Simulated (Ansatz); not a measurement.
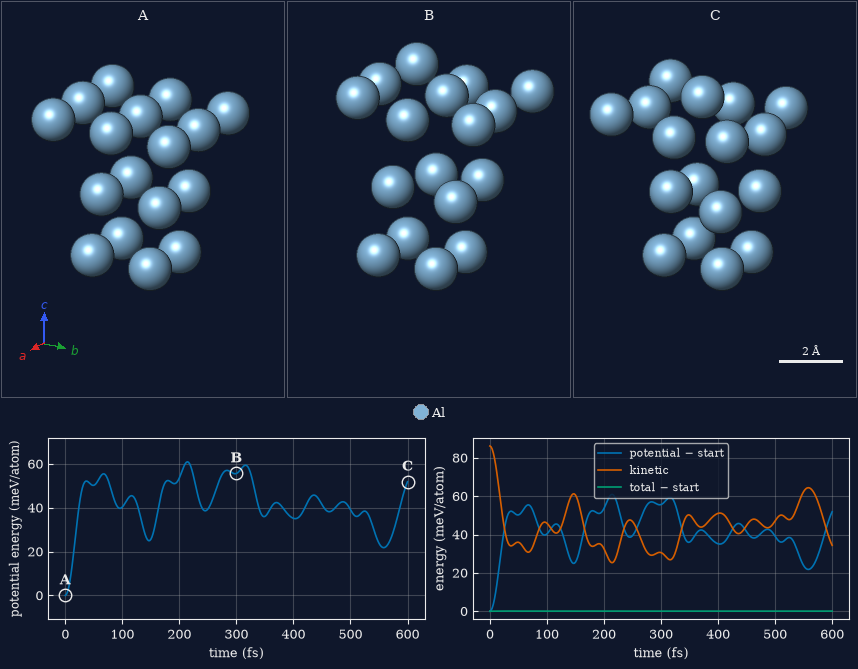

A Born-Oppenheimer molecular dynamics run of a slab of Al(111) (12 atoms in the cell), 600 fs long. Frames (A at 0 fs, B at 300 fs, C at 600 fs) and the history of the run. Style: spheres-only. Shown: the simulation cell, with the vacuum cut short, slightly off an axis.

These are results of DFT PBE-D3(BJ), scalar-relativistic, plane waves, PAW in Ansatz 0.2.0, not measurements. Settings: plane-wave cutoff 420 eV; k-point mesh 2 × 2 × 1; Fermi-Dirac smearing 0.1 eV; low-accuracy preset; 4 atoms held fixed; constant energy (NVE); velocities drawn for 1000 K; time step 2 fs.

Describe the run.

Over the second half the temperature averages 539 K (spread ±97 K). The first frame carries almost no forces, so kinetic energy first flows into potential energy: the temperature drops from 1000 to 396 K within 38 fs, and without a thermostat its mean stays below the start. The potential energy in the second half lies on average 39.8 meV per atom above the first frame. In the second half of the run the atoms are, in the root-mean-square, this far from where they began (common drift taken out): Al 0.40 Å. That is small against the typical shortest distance between atoms in the first frame, about 2.9 Å: the atoms vibrate about their sites and the arrangement holds.

Limits of the set-up: the k-point mesh is coarse for a cell with partly filled bands; the program's low-accuracy preset was used.
